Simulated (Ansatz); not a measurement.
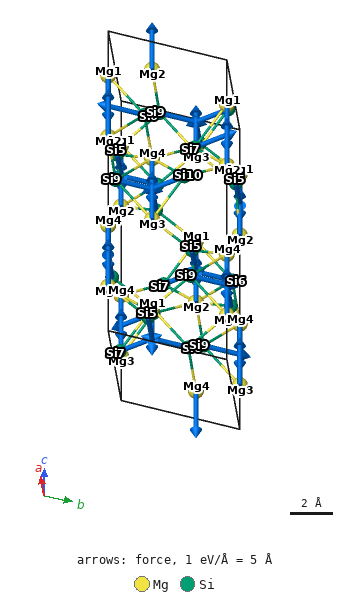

Starting geometry of solid Mg2Si3 (built on the corundum_167 type) (coarse preliminary run) with the computed forces as blue arrows. A ball-and-stick model of the conventional cell (3 times the calculation's cell), seen from a free direction. Lengths and directions refer to the drawn axes.

Case: corundum type (R-3c, No. 167).

Theory: Ansatz, DFT PBE, scalar-relativistic, plane waves, PAW. (plane-wave cutoff 420 eV; k-point mesh 3 × 3 × 3; occupations gaussian; smearing width 0.1 eV; no spin polarisation; cell and atoms relaxed; force threshold 0.04 eV/Å; at most 70 steps)

**Is this structure relaxed? If not, where do the atoms go?**

It isn't relaxed: the largest force vector, on Mg atoms, is 0.55 eV/Å. The final displacements follow the starting forces only in part (cosine between the two patterns 0.45). The largest moves relative to the cell, 0.48 Å, are those of Si atoms. Largest moves by element: Si 0.48 Å, Mg 0.23 Å. The drawn cell changes as follows: a = b 6.301 → 6.079 Å (−3.5 %), c 17.203 → 22.036 Å (+28.1 %); the volume changes by +19.2 %. Near-neighbour distances that change, for instance: Si–Si 3.342 → 2.391 Å, Mg–Si 2.456 → 2.692 Å, Mg–Si 2.610 → 2.842 Å. Bond angles that change, for instance: Mg–Si–Mg 84.7° → 121.9°, Si–Mg–Si 164.2° → 144.1°, Mg–Si–Mg 120.4° → 103.9°. The space group stays R-3c (No. 167). The energy falls by 640 meV per atom in 9 accepted moves (12 points after the start). Largest force component: 0.55 eV/Å at the start, 0.0088 eV/Å at the end. The pressure goes from 10.80 to 0.07 GPa. The line search rejected the trial step at point 5 of the run. At 2 points the geometry stayed and the basis and grid were re-selected for the new cell (energy shift of 6.9 meV per atom at most each time). The run took 44 s on 1 thread of Arm Neoverse V2 (shared host), peak memory 0.52 GiB.
